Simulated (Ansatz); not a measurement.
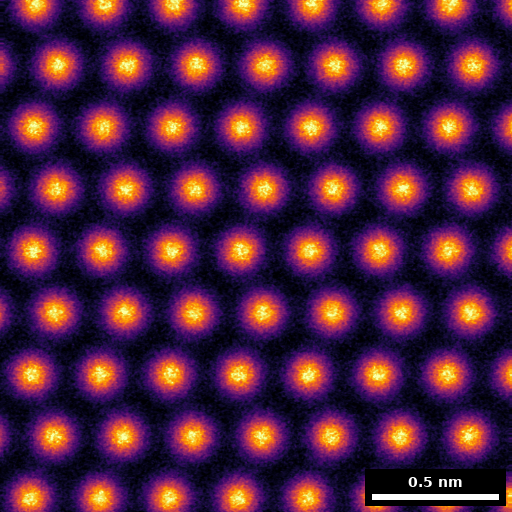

An image along [100] of one of the structures below (computed or model cells, partly hypothetical, each in its standard cell). Simulated as the projected potential of neutral atoms (B = 0.3 Å²) blurred by a 0.97 Å probe, the thin-sample limit of integrated differential phase contrast. Shot noise and a slight drift were added.

A. Ge
Space group P6_3/mmc (No. 194). a = 3.123 Å, b = 3.123 Å, c = 10.320 Å, α = 90.00°, β = 90.00°, γ = 120.00°
```csv
atom,site,symmetry,x,y,z
Ge,2a,-3m.,0.0000,0.0000,0.0000
Ge,2c,-6m2,0.3333,0.6667,0.2500
```

B. Ge
Space group P6_3/mmc (No. 194). a = 3.181 Å, b = 3.181 Å, c = 4.920 Å, α = 90.00°, β = 90.00°, γ = 120.00°
```
atom  site  symmetry       x       y       z
  Ge    2c      -6m2  0.3333  0.6667  0.2500
```

C. Ge
Space group Pm-3m (No. 221). a = 2.730 Å, b = 2.730 Å, c = 2.730 Å, α = 90.00°, β = 90.00°, γ = 90.00°
| atom | site | symmetry | x | y | z |
| --- | --- | --- | --- | --- | --- |
| Ge | 1a | m-3m | 0.0000 | 0.0000 | 0.0000 |

D. Ge
Space group Fd-3m:1 (No. 227). a = 5.686 Å, b = 5.686 Å, c = 5.686 Å, α = 90.00°, β = 90.00°, γ = 90.00°
| atom | site | symmetry | x | y | z |
| --- | --- | --- | --- | --- | --- |
| Ge | 8a | -43m | 0.0000 | 0.0000 | 0.0000 |

> Which structure was imaged?

B, Ge. Along [100] the projected cells are A 2.70 × 10.32 Å, 90°; B 2.76 × 4.92 Å, 90°; C 2.73 × 2.73 Å, 90°; D 2.01 × 2.01 Å, 90°. The image repeats as B does.

Structure B: the end point of a relaxation with DFT, BLYP, plane waves (420 eV) with PAW, scalar-relativistic in Ansatz; the starting structure was generated, so it need not be a known form of this composition.
